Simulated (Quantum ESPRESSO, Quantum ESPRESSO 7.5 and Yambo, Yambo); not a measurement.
## GaN (honeycomb monolayer): G0W0 with Yambo, start to end

Wanted: ground state, empty states, screening and self-energy for GaN (honeycomb monolayer).

Program: Quantum ESPRESSO 7.5 and Yambo 5.3.0. Level of theory: PBE and many-body steps on it, plane waves. Results are calculated unless marked as measured.

### 1. The structure

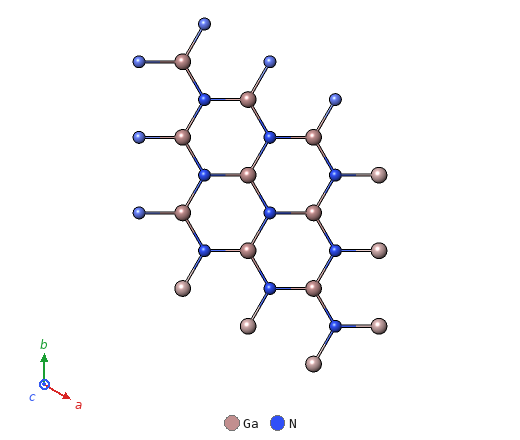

The starting structure, seen from above (gallium pink, nitrogen blue). 3×3×1 cells are drawn. Some periodic images of atoms are drawn too.

The cell holds 2 atoms: 1 Ga and 1 N. Cell: a = 3.214 Å, b = 3.214 Å, c = 14.000 Å, α = 90.0°, β = 90.0°, γ = 120.0°. Vacuum lies along c.

The structure was relaxed with PBE. The runs that relaxed it are not among those shown.

### 2. Ground state

This step: Quantum ESPRESSO 7.5; DFT, PBE, plane waves, norm-conserving pseudopotentials.

The ground-state density comes first.

Contents of pw.in:

```
&control
  calculation = 'scf'
  prefix = 'x'
  outdir = 'o'
  pseudo_dir = 'pseudo'
/
&system
  ibrav = 0
  nat = 2
  ntyp = 2
  ecutwfc = 104.0
  nbnd = 18
  force_symmorphic = .true.
/
&electrons
  conv_thr = 1e-10
  electron_maxstep = 80
  mixing_beta = 0.5
/
ATOMIC_SPECIES
  Ga 69.723 Ga.upf
  N 14.007 N.upf
CELL_PARAMETERS angstrom
  3.2137349378 0.0000000000 0.0000000000
  -1.6068674689 2.7831760971 0.0000000000
  0.0000000000 0.0000000000 14.0000000000
ATOMIC_POSITIONS crystal
  Ga 0.3333333333 0.6666666667 0.5000451235
  N 0.6666666667 0.3333333333 0.4999548765
K_POINTS automatic
  12 12 1 0 0 0
```

Started as:

```bash
$ OMP_NUM_THREADS=1 mpirun -n 4 pw.x -nk 4 -in pw.in > pw.out
```

Log:

```text
Program PWSCF v.7.5 starts

     This program is part of the open-source Quantum ESPRESSO suite
     for quantum simulation of materials; please cite
         "P. Giannozzi et al., J. Phys.:Condens. Matter 21 395502 (2009);
         "P. Giannozzi et al., J. Phys.:Condens. Matter 29 465901 (2017);
         "P. Giannozzi et al., J. Chem. Phys. 152 154105 (2020);
     in publications or presentations arising from this work. More details at
     Message from routine setup:
     using ibrav=0 with symmetry is DISCOURAGED, use correct ibrav instead

     G-vector sticks info

     bravais-lattice index     =            0
     lattice parameter (alat)  =       6.0731  a.u.
     unit-cell volume          =     845.0363 (a.u.)^3
     number of atoms/cell      =            2
     number of atomic types    =            2
     number of electrons       =        26.00
     number of Kohn-Sham states=           18
     kinetic-energy cutoff     =     104.0000  Ry
     charge density cutoff     =     416.0000  Ry
     scf convergence threshold =      1.0E-10
     mixing beta               =       0.5000
     number of iterations used =            8  plain     mixing
     Exchange-correlation= PBE
                           (   1   4   3   4   0   0   0)

     celldm(1)=   6.073079  celldm(2)=   0.000000  celldm(3)=   0.000000
     celldm(4)=   0.000000  celldm(5)=   0.000000  celldm(6)=   0.000000

     crystal axes: (cart. coord. in units of alat)
               a(1) = (   1.000000   0.000000   0.000000 )
               a(2) = (  -0.500000   0.866025   0.000000 )
               a(3) = (   0.000000   0.000000   4.356302 )

     reciprocal axes: (cart. coord. in units 2 pi/alat)
               b(1) = (  1.000000  0.577350 -0.000000 )
               b(2) = (  0.000000  1.154701  0.000000 )
               b(3) = (  0.000000 -0.000000  0.229552 )
     Pseudo is Norm-conserving + core correction, Zval = 21.0
     Generated using ONCVPSP code by D. R. Hamann
     Using radial grid of 1902 points,  6 beta functions with:
     Pseudo is Norm-conserving + core correction, Zval =  5.0
     Generated using ONCVPSP code by D. R. Hamann
     Using radial grid of 1058 points,  4 beta functions with:
     Ga               21.00    69.72300     Ga( 1.00)
     N                 5.00    14.00700     N ( 1.00)

      6 Sym. Ops. (no inversion) found

   Cartesian axes

     site n.     atom                  positions (alat units)
         1        Ga     tau(   1) = (  -0.0000000   0.5773503   2.1783476  )
         2        N      tau(   2) = (   0.5000000   0.2886751   2.1779544  )

     number of k points=    19
                       cart. coord. in units 2pi/alat
        k(    1) = (   0.0000000   0.0000000   0.0000000), wk =   0.0138889
        k(    2) = (   0.0000000   0.0962250   0.0000000), wk =   0.0833333
        k(    3) = (   0.0000000   0.1924501   0.0000000), wk =   0.0833333
        k(    4) = (   0.0000000   0.2886751   0.0000000), wk =   0.0833333
        k(    5) = (   0.0000000   0.3849002   0.0000000), wk =   0.0833333
        k(    6) = (   0.0000000   0.4811252   0.0000000), wk =   0.0833333
        k(    7) = (   0.0000000  -0.5773503   0.0000000), wk =   0.0416667
        k(    8) = (   0.0833333   0.1443376   0.0000000), wk =   0.0833333
        k(    9) = (   0.0833333   0.2405626   0.0000000), wk =   0.1666667
        k(   10) = (   0.0833333   0.3367877   0.0000000), wk =   0.1666667
     [... 7 further rows ...]
        k(   18) = (   0.2500000   0.5292377   0.0000000), wk =   0.1666667
        k(   19) = (   0.3333333   0.5773503   0.0000000), wk =   0.0277778

     Dense  grid:   121095 G-vectors     FFT dimensions: (  40,  40, 180)

     Initial potential from superposition of free atoms

     starting charge      25.9973, renormalised to      26.0000
     Starting wfcs are   17 randomized atomic wfcs +    1 random wfcs

     per-process dynamical memory:    91.8 Mb

     Self-consistent Calculation

     iteration #  1     ecut=   104.00 Ry     beta= 0.50

     total energy              =    -517.15379350 Ry
     estimated scf accuracy    <       0.77085382 Ry

     iteration #  2     ecut=   104.00 Ry     beta= 0.50

     total energy              =    -517.37510076 Ry
     estimated scf accuracy    <       0.26823886 Ry

     iteration #  3     ecut=   104.00 Ry     beta= 0.50

     total energy              =    -517.42107220 Ry
     estimated scf accuracy    <       0.00585399 Ry

     iteration #  4     ecut=   104.00 Ry     beta= 0.50

     total energy              =    -517.42146710 Ry
     estimated scf accuracy    <       0.00172831 Ry

     iteration #  5     ecut=   104.00 Ry     beta= 0.50

     total energy              =    -517.42150062 Ry
     estimated scf accuracy    <       0.00008796 Ry

     iteration #  6     ecut=   104.00 Ry     beta= 0.50

     total energy              =    -517.42152516 Ry
     estimated scf accuracy    <       0.00001615 Ry

     iteration #  7     ecut=   104.00 Ry     beta= 0.50

     total energy              =    -517.42152789 Ry
     estimated scf accuracy    <       0.00000183 Ry

     iteration #  8     ecut=   104.00 Ry     beta= 0.50

     total energy              =    -517.42152776 Ry
     estimated scf accuracy    <       0.00000075 Ry

     iteration #  9     ecut=   104.00 Ry     beta= 0.50

     total energy              =    -517.42152785 Ry
     estimated scf accuracy    <       0.00000002 Ry

     iteration # 10     ecut=   104.00 Ry     beta= 0.50

     total energy              =    -517.42152786 Ry
     estimated scf accuracy    <          4.8E-09 Ry

     iteration # 11     ecut=   104.00 Ry     beta= 0.50

     total energy              =    -517.42152786 Ry
     estimated scf accuracy    <          2.4E-09 Ry

     iteration # 12     ecut=   104.00 Ry     beta= 0.50

     total energy              =    -517.42152786 Ry
     estimated scf accuracy    <          4.5E-10 Ry

     iteration # 13     ecut=   104.00 Ry     beta= 0.50

     End of self-consistent calculation

          k = 0.0000 0.0000 0.0000 ( 15025 PWs)   bands (ev):

  -144.3291 -95.2307 -94.9857 -94.9857 -17.5143 -15.7112 -15.7112 -15.4423
   -15.4423 -14.7434  -4.8202  -2.5844  -2.5844  -0.1006   2.5638   2.6446
     4.0564   4.7610

          k = 0.0000 0.0962 0.0000 ( 15077 PWs)   bands (ev):

  -144.3291 -95.2307 -94.9858 -94.9858 -17.4635 -15.7127 -15.6922 -15.4506
   -15.4435 -14.7068  -4.7111  -3.2047  -2.7248   0.3545   2.6519   2.8095
     4.2294   4.8059

          k = 0.0000 0.1925 0.0000 ( 15121 PWs)   bands (ev):

  -144.3291 -95.2307 -94.9860 -94.9858 -17.3299 -15.7097 -15.6391 -15.4730
   -15.4468 -14.5907  -4.4369  -4.3950  -3.0868   1.1406   2.8789   3.2696
     4.6988   4.9253

          k = 0.0000 0.2887 0.0000 ( 15141 PWs)   bands (ev):

     [... further k-points ...]

     highest occupied, lowest unoccupied level (ev):    -2.2617   -0.1006

!    total energy              =    -517.42152786 Ry
     estimated scf accuracy    <          5.5E-12 Ry

     The total energy is the sum of the following terms:
     one-electron contribution =   -1324.28301327 Ry
     hartree contribution      =     654.97098123 Ry
     xc contribution           =     -57.82227568 Ry
     ewald contribution        =     209.71277986 Ry

     convergence has been achieved in  13 iterations

     XML data file, charge density, pseudopotentials, collected wavefunctions

=------------------------------------------------------------------------------=
   JOB DONE.
=------------------------------------------------------------------------------=
```

The job ended after 30 s (4 MPI ranks of Arm Neoverse V1, shared host; peak memory 0.57 GiB; 2 min of CPU time).

This step gave:

```
total energy               : -7039.8785 eV
gap                        : 2.161 eV
k of the valence top       : 0.3333, 0.3333, 0
k of the conduction bottom : 0, 0, 0
least direct gap           : 2.484 eV
```

The gap is indirect, with the least direct gap 0.32 eV higher.

### 3. Empty states on the mesh, 6×6×1 mesh, 71 bands

The sums over transitions need many empty states on a uniform mesh; this step solves for them.

pw.in: that of step 2 with these lines changed.

```diff
@@ -1,3 +1,3 @@
 &control
-  calculation = 'scf'
+  calculation = 'nscf'
   prefix = 'x'
@@ -11,3 +11,3 @@
   ecutwfc = 104.0
-  nbnd = 18
+  nbnd = 71
   force_symmorphic = .true.
@@ -15,5 +15,6 @@
 &electrons
-  conv_thr = 1e-10
+  conv_thr = 1e-9
   electron_maxstep = 80
-  mixing_beta = 0.5
+  diago_full_acc = .true.
+  diago_thr_init = 5e-6
 /
@@ -30,2 +31,2 @@
 K_POINTS automatic
-  12 12 1 0 0 0
+  6 6 1 0 0 0
```

Log:

```text
[banner, memory and clock lines left out]
Program PWSCF v.7.5 starts

     Atomic positions and unit cell read from directory:
     o/x.save/

     Message from routine setup:
     using ibrav=0 with symmetry is DISCOURAGED, use correct ibrav instead

     G-vector sticks info

     bravais-lattice index     =            0
     lattice parameter (alat)  =       6.0731  a.u.
     unit-cell volume          =     845.0363 (a.u.)^3
     number of atoms/cell      =            2
     number of atomic types    =            2
     number of electrons       =        26.00
     number of Kohn-Sham states=           71
     kinetic-energy cutoff     =     104.0000  Ry
     charge density cutoff     =     416.0000  Ry
     Exchange-correlation= PBE
                           (   1   4   3   4   0   0   0)

     celldm(1)=   6.073079  celldm(2)=   0.000000  celldm(3)=   0.000000
     celldm(4)=   0.000000  celldm(5)=   0.000000  celldm(6)=   0.000000

     crystal axes: (cart. coord. in units of alat)
               a(1) = (   1.000000   0.000000   0.000000 )
               a(2) = (  -0.500000   0.866025   0.000000 )
               a(3) = (   0.000000   0.000000   4.356302 )

     reciprocal axes: (cart. coord. in units 2 pi/alat)
               b(1) = (  1.000000  0.577350 -0.000000 )
               b(2) = (  0.000000  1.154701  0.000000 )
               b(3) = (  0.000000 -0.000000  0.229552 )
     Pseudo is Norm-conserving + core correction, Zval = 21.0
     Generated using ONCVPSP code by D. R. Hamann
     Using radial grid of 1902 points,  6 beta functions with:
     Pseudo is Norm-conserving + core correction, Zval =  5.0
     Generated using ONCVPSP code by D. R. Hamann
     Using radial grid of 1058 points,  4 beta functions with:
     Ga               21.00    69.72300     Ga( 1.00)
     N                 5.00    14.00700     N ( 1.00)

      6 Sym. Ops. (no inversion) found

   Cartesian axes

     site n.     atom                  positions (alat units)
         1        Ga     tau(   1) = (  -0.0000000   0.5773503   2.1783476  )
         2        N      tau(   2) = (   0.5000000   0.2886751   2.1779544  )

     number of k points=     7
                       cart. coord. in units 2pi/alat
        k(    1) = (   0.0000000   0.0000000   0.0000000), wk =   0.0555556
        k(    2) = (   0.0000000   0.1924501   0.0000000), wk =   0.3333333
        k(    3) = (   0.0000000   0.3849002   0.0000000), wk =   0.3333333
        k(    4) = (   0.0000000  -0.5773503   0.0000000), wk =   0.1666667
        k(    5) = (   0.1666667   0.2886751   0.0000000), wk =   0.3333333
        k(    6) = (   0.1666667   0.4811252   0.0000000), wk =   0.6666667
        k(    7) = (   0.3333333   0.5773503   0.0000000), wk =   0.1111111

     Dense  grid:   121095 G-vectors     FFT dimensions: (  40,  40, 180)

     The potential is recalculated from file :
     o/x.save/charge-density

     Starting wfcs are   17 randomized atomic wfcs +   54 random wfcs

     Band Structure Calculation

     End of band structure calculation

          k = 0.0000 0.0000 0.0000 ( 15025 PWs)   bands (ev):

  -144.3291 -95.2306 -94.9856 -94.9856 -17.5142 -15.7111 -15.7111 -15.4423
   -15.4423 -14.7434  -4.8202  -2.5844  -2.5844  -0.1006   2.5638   2.6446
     4.0564   4.7610   7.3940   7.6562   8.6849   8.6849  12.1205  12.2385
[...]
28.8242  28.8242  29.0773  30.9378  31.0061  31.0061  31.2222

          k = 0.0000 0.1925 0.0000 ( 15121 PWs)   bands (ev):

[...]
29.4773  29.8808  30.0375  30.0850  30.6604  31.2297  31.2561

          k = 0.0000 0.3849 0.0000 ( 15145 PWs)   bands (ev):

[...]
25.7479  26.1674  26.5948  27.0999  27.2206  27.3136  27.5962  28.0244
    28.7020  29.5783  30.0654  30.3471  30.6045  31.3596  31.4663  31.5633
    31.7784  32.9421  33.1120  33.6391  33.7464  34.3929  34.6386

          k = 0.0000-0.5774 0.0000 ( 15148 PWs)   bands (ev):

     [... further k-points ...]

     highest occupied, lowest unoccupied level (ev):    -2.2617   -0.1006

     XML data file, pseudopotentials, collected wavefunctions
```

Run time: 17 s. Hardware: 4 MPI ranks; peak memory 0.69 GiB; 67 s of CPU time.

Numbers from this step:

```yaml
gap: 2.161 eV
k_of_the_valence_top: 0.3333, 0.3333, 0
k_of_the_conduction_bottom: 0, 0, 0
least_direct_gap: 2.484 eV
k_points_computed: 7
lowest_point_of_the_top_converged_band_above_the_valence_top: 33.48 eV
```

On this mesh the gap is 2.161 eV.

### 4. Conversion and set-up

This step: Yambo 5.3.0; conversion and set-up on PBE, plane waves, norm-conserving pseudopotentials.

The states are converted to the many-body program's format and the q mesh is built.

Started as:

```bash
$ (cd o/x.save; p2y > p2y.log; mv SAVE ../..); yambo > setup.log
```

Log:

```text
 Yambo, version 5.3.0

 [02] CORE Variables Setup
 =========================

  [02.01] Unit cells
  ==================

  Cell kind             :  HCP
  Atoms in the cell     :  Ga  N
  number of Ga atoms    :  1
  number of N  atoms    :  1

  List of atomic masses
  Mass of Ga    :  69.72300
  Mass of N     :  14.00700

  List of atomic coordinates    : [cc]
  Ga1       : -0.30365E-09   3.5063       13.229      order 1
  N1       :   3.03654   1.75315  13.22689  order 2

  Alat factors          :   6.07308   5.25944  26.45617 [a.u.]
  Direct lattice volume :  845.0363 [a.u.]
  Direct lattice vectors:  A[ 1 ]  A[ 2 ]  A[ 3 ]
   A[ 1 ]:  1.000000  0.000000  0.000000  [iru]
   6.073079  0.000000  0.000000  [cc]
   A[ 2 ]: -0.500000  1.000000  0.000000  [iru]
  -3.036539  5.259441  0.000000  [cc]
   A[ 3 ]:  0.000000  0.000000  1.000000  [iru]
    0.00000   0.00000  26.45617  [cc]

  Recip. lattice volume :  0.293538 [a.u.]
  Recip. lattice vectors:  B[ 1 ]  B[ 2 ]  B[ 3 ]
   B[ 1 ]:  1.000000  0.500000  0.000000  [iku]
   1.034596  0.597324 -0.000000  [cc]
   B[ 2 ]:  0.000000  1.000000  0.000000  [iku]
   0.000000  1.194649  0.000000  [cc]
   B[ 3 ]:  0.000000  0.000000  1.000000  [iku]
   0.000000 -0.000000  0.237494  [cc]

  [02.02] Symmetries
  ==================

  Inversion symmetry    : yes
  Spatial inversion     : no
  Inversion index       :   7
  K-space Time-reversal : yes
  Magnetic symmetries   : no
  Time-reversal derived K-space symmetries:   7  12
  Group table correct   : yes
  Symmetries units      :  [cc]

   [S  1]:   1.0000       0.0000       0.0000      0.42538E-16   1.0000       0.0000       0.0000       0.0000       1.0000
   [S  2]: -0.500000  0.866025  0.000000 -0.866025 -0.500000  0.000000  0.000000  0.000000  1.000000
   [S  3]: -0.500000 -0.866025  0.000000  0.866025 -0.500000  0.000000  0.000000  0.000000  1.000000
   [S  4]:  -1.0000       0.0000       0.0000      0.46408E-15   1.0000       0.0000       0.0000       0.0000       1.0000
   [S  5]:  0.500000  0.866025  0.000000  0.866025 -0.500000  0.000000  0.000000  0.000000  1.000000
   [S  6]:  0.500000 -0.866025  0.000000 -0.866025 -0.500000  0.000000  0.000000  0.000000  1.000000
   [S* 7]:  -1.0000      -0.0000      -0.0000     -0.42538E-16  -1.0000      -0.0000      -0.0000      -0.0000      -1.0000
   [S* 8]:  0.500000 -0.866025 -0.000000  0.866025  0.500000 -0.000000 -0.000000 -0.000000 -1.000000
   [S* 9]:  0.500000  0.866025 -0.000000 -0.866025  0.500000 -0.000000 -0.000000 -0.000000 -1.000000
   [S*10]:   1.0000      -0.0000      -0.0000     -0.46408E-15  -1.0000      -0.0000      -0.0000      -0.0000      -1.0000
   [S*11]: -0.500000 -0.866025 -0.000000 -0.866025  0.500000 -0.000000 -0.000000 -0.000000 -1.000000
   [S*12]: -0.500000  0.866025 -0.000000  0.866025  0.500000 -0.000000 -0.000000 -0.000000 -1.000000

  [02.03] Reciprocal space
  ========================

[...]
K/Q-points units:
  rlu = crystal or reduced units; cc = cartesian coordinates; iku = interal k-units

  K [1]          [rlu]:  0.000000  0.000000  0.000000
         WF components:  15025
  K [2]          [rlu]:  0.000000  0.166667  0.000000
         WF components:  15121
  K [3]          [rlu]:  0.000000  0.333333  0.000000
         WF components:  15145
  K [4]          [rlu]:  0.000000 -0.500000  0.000000
         WF components:  15148
  K [5]          [rlu]:  0.166667  0.166667  0.000000
         WF components:  15134
  K [6]          [rlu]:  0.166667  0.333333  0.000000
         WF components:  15143
  K [7]          [rlu]:  0.333333  0.333333  0.000000
         WF components:  15126

  [02.05] Energies & Occupations
  ==============================

  [X] === General ===
  [X] Electronic Temperature                        :  0.000000  0.000000 [eV K]
  [X] Bosonic    Temperature                        :  0.000000  0.000000 [eV K]
  [X] Finite Temperature mode                       : no
  [X] El. density                                   :  0.20763E+24 [cm-3]
  [X] Fermi Level                                   : -2.261712 [eV]

  [X] === Gaps and Widths ===
  [X] Conduction Band Min                           :  2.161124 [eV]
  [X] Valence Band Max                              :  0.000000 [eV]
  [X] Filled Bands                                  :  13
  [X] Empty Bands                                   :   14   71
  [X] Direct Gap                                    :  2.483801 [eV]
  [X] Direct Gap localized at k                     :  1
  [X] Indirect Gap                                  :  2.161124 [eV]
  [X] Indirect Gap between kpts                     :   7   1
  [X] Last valence band width                       :  1.380923 [eV]
  [X] 1st conduction band width                     :  2.916469 [eV]

  E @ K [1]:  [eV]
  -142.0673  -92.9689  -92.7239  -92.7239  -15.2525  -13.4494  -13.4494  -13.1805
[...]
occ @ K [1]
[...]
E @ K [2]:  [eV]
[...]
occ @ K [2]
[...]
E @ K [3]:  [eV]
[...]
occ @ K [3]
[...]
E @ K [4]:  [eV]
[...]
occ @ K [4]
[...]
E @ K [5]:  [eV]
[...]
occ @ K [5]
[...]
E @ K [6]:  [eV]
[...]
occ @ K [6]
[...]
E @ K [7]:  [eV]
[...]
occ @ K [7]
[...]
0.000000  0.000000  0.000000  0.000000  0.000000  0.000000  0.000000  0.000000
   0.000000  0.000000  0.000000  0.000000  0.000000  0.000000  0.000000  0.000000

 [03] Transferred momenta grid and indexing
 ==========================================

 IBZ Q-points                                      :   7
 BZ  Q-points                                      :   36

 K/Q-points units:
 rlu = crystal or reduced units; cc = cartesian coordinates; iku = interal k-units

 Q [1]          [rlu]:  0.000000  0.000000  0.000000
 Q [2]          [rlu]:  0.81864E-17  0.16667       0.0000
 Q [3]          [rlu]:  0.16373E-16  0.33333       0.0000
 Q [4]          [rlu]: -0.24559E-16 -0.50000       0.0000
 Q [5]          [rlu]:  0.166667  0.166667  0.000000
 Q [6]          [rlu]:  0.166667  0.333333  0.000000
 Q [7]          [rlu]:  0.333333  0.333333  0.000000

  [03.01] X indexes
  =================

   [03.01.01] Sigma indexes
   ========================

 [06] Game Over & Game summary
```

Wall time 3 s (1 MPI rank); peak memory 0.26 GiB.

(Part 1 of 2 ends here.)

[Paths, hosts, dates, memory and timing lines, banners, echoed tables and standing remarks are left out of the program output.]

[Logs are printed without paths, hosts, clocks, repeated set-up lines and the standing remarks that a program may print on its own settings, such as how far it seeks lower states.]

[Runs of the session that timed out or met a known fault of the program may be left out.]

[Hosts, paths, dates, database ids (printed as entryN), source tags and the programs' standing remarks are cut or masked in the printed files.]
